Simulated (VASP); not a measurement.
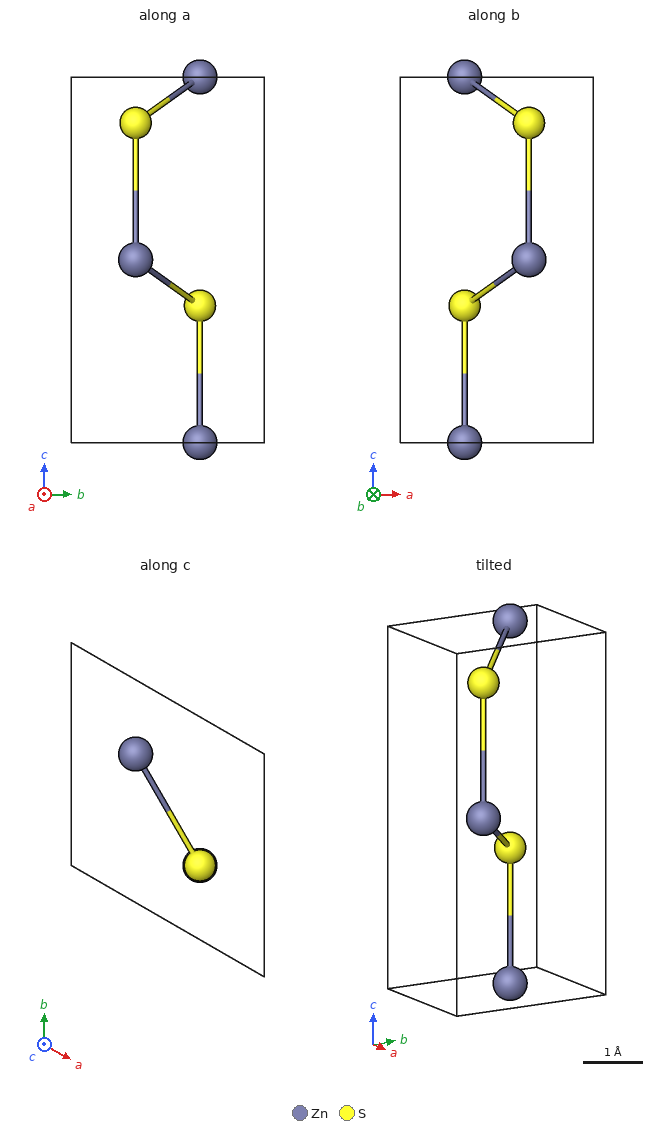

The structure above is drawn in ball-and-stick style and viewed along the a axis, along the b axis, along the c axis and slightly off an axis. The wireframe shows the conventional unit cell.

Lattice parameters: a = 3.8055 Å, b = 3.8055 Å, c = 6.2440 Å, α = 90.000°, β = 90.000°, γ = 120.000°.

Question: Write the structure as a CIF in P1 with every atom of the cell.

Answer:
```cif
data_structure
_symmetry_space_group_name_H-M 'P 1'
_symmetry_Int_Tables_number 1
_cell_length_a 3.8055
_cell_length_b 3.8055
_cell_length_c 6.2440
_cell_angle_alpha 90.000
_cell_angle_beta 90.000
_cell_angle_gamma 120.000
_cell_volume 78.31
loop_
_atom_site_label
_atom_site_type_symbol
_atom_site_fract_x
_atom_site_fract_y
_atom_site_fract_z
_atom_site_occupancy
Zn1 Zn 0.3333 0.6667 0.0003 1
Zn2 Zn 0.6667 0.3333 0.5003 1
S1 S 0.3333 0.6667 0.3747 1
S2 S 0.6667 0.3333 0.8747 1
```

Origin of the cell: a structure type filled with these elements by a generator (whether the compound takes this form wasn't checked). Earlier steps of the study may have refined or changed the cell and positions. It went into a calculation with VASP.
